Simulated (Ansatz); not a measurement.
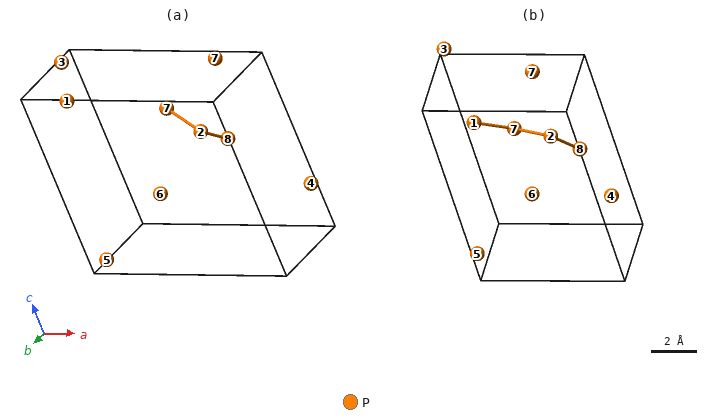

The structure of crystalline P (a generated structure, set up in P1) (coarse preliminary run) before (left) and after (right) a relaxation, at one scale.

Style: ball-and-stick. Shown: the cell of the calculation, from a free direction.

Level of theory: DFT PBE, scalar-relativistic, plane waves, PAW (Ansatz). Set-up: plane-wave cutoff 420 eV; k-point mesh 2 × 2 × 2; occupations gaussian; smearing width 0.1 eV; no spin polarisation; cell and atoms relaxed; force threshold 0.025 eV/Å; at most 60 steps.

Summarise the run.

The run was cut off at its time limit before the relaxation converged, so the last structure is only a point on the way. The energy falls by 498 meV per atom in 36 accepted moves (41 points after the start). Largest force component: 7.8 eV/Å at the start, 0.49 eV/Å at the end. The pressure goes from 1.23 to −0.33 GPa. The line search rejected the trial steps at points 5, 8, 20, 31, 33 of the run. P4 moves most relative to the cell: 1.40 Å along [−2 3 −1]. Cell: a 8.561 → 6.423 Å (−25.0 %), b 8.582 → 8.392 Å (−2.2 %), c 8.588 → 8.366 Å (−2.6 %), α 109.4° → 121.8°, β 112.4° → 109.7°, γ 107.2° → 91.4°. Volume −27.5 %. Among the contacts that change: P1–P7 4.441 → 2.234 Å, P3–P4 3.341 → 2.228 Å, P5–P6 3.266 → 2.275 Å, P3–P7 2.347 → 3.071 Å. New bonds form: P1–P7 (4.44 → 2.23 Å), P3–P4 (3.34 → 2.23 Å), P5–P6 (3.27 → 2.28 Å). Bonds break: P3–P7 (2.35 → 3.07 Å). Bond angles that change, for instance: P1–P6–P3 85.0° → 94.0°, P1–P8–P2 96.8° → 88.7°, P6–P3–P8 91.4° → 83.6°. The space group stays P1 (No. 1).
